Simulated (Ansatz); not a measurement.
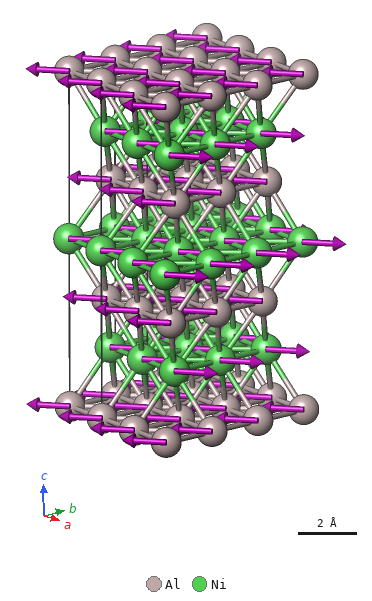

This is a relaxation of crystalline AlNi (set up in P1). The starting structure is drawn; purple arrows show the displacements (the part carried along by the change of the cell is left out), magnified 100 times.

A ball-and-stick model of the conventional cell (3 times the calculation's cell), repeated 3 × 3 × 1 with one cell outlined, seen slightly off an axis. Lengths and directions refer to the drawn axes.

Case: cell sheared at random, sigma 0.01, atoms nudged by 0.01 Å; relaxed back.

These are results of DFT PBE, scalar-relativistic, plane waves, PAW (Ansatz), not measurements.

Input file:
```yaml
crystal:
  lattice:
    - [2.3620596737, -1.3376008704, -0.0654802486]
    - [2.3834259286, 1.3744417272, -0.0616549724]
    - [-1.5058952971, -0.0061055005, 3.9573741825]
  atoms:
    - { symbol: Al, position: [-0.0050888491, 0.0063695745, -2.86771e-05] }
    - { symbol: Ni, position: [0.5050888491, 0.4936304255, 0.5000286771] }
basis:
  ecutwfc: 420
kpoints:
  mp_grid: { grid: [15, 15, 14] }
hamiltonian:
  xc: pbe
scf:
  occupations: { method: gaussian, width: 0.15 }
output:
  forces: true
  stress: true
  eigenvalues: true
relax:
  adjacent_minimum: "off"
  f_tol: 0.01
  max_steps: 80
  cell: { stress_tol: 0.1 }
```

Run as
```bash
ansatz run input.yaml --threads 1 --pin off --max-ram 2560MiB --backend cpu --events-out ev --progress --plain --runs-dir out
```

What did the optimiser do to the structure, and how much energy did it gain?

The largest moves relative to the cell, 0.016 Å, are those of Al1 and Ni2. Al1 goes roughly along [−3 −2 0]. Largest moves by element: Al 0.016 Å, Ni 0.016 Å. The drawn cell changes at constant volume: a 2.752 → 2.731 Å (−0.8 %), b 2.715 → 2.731 Å (+0.6 %), c 11.747 → 11.710 Å (−0.3 %), α 89.5° → 90.0°, β 90.3° → 90.0°, γ 120.5° → 120.0°. Some distances before and after: Al1–Ni2 2.537 → 2.509 Å, Ni2–Ni2 2.752 → 2.731 Å, Al1–Al1 2.752 → 2.731 Å, Ni2–Ni2 (another image) 2.712 → 2.731 Å. The space group (tolerance 0.01 Å) goes from P1 (No. 1) to R-3m (No. 166). The energy falls by 1.4 meV per atom in 3 accepted moves (4 points after the start). Largest force component: 0.074 eV/Å at the start, 0.00011 eV/Å at the end. Pressure: 0.00 GPa at the start and 0.00 GPa at the end. At 1 point the geometry stayed and the basis and grid were re-selected for the new cell (energy shift of less than 0.05 meV per atom at most each time). Cost: 3.9 min on 1 thread of Arm Neoverse V2, on a shared host, peak memory 0.99 GiB.
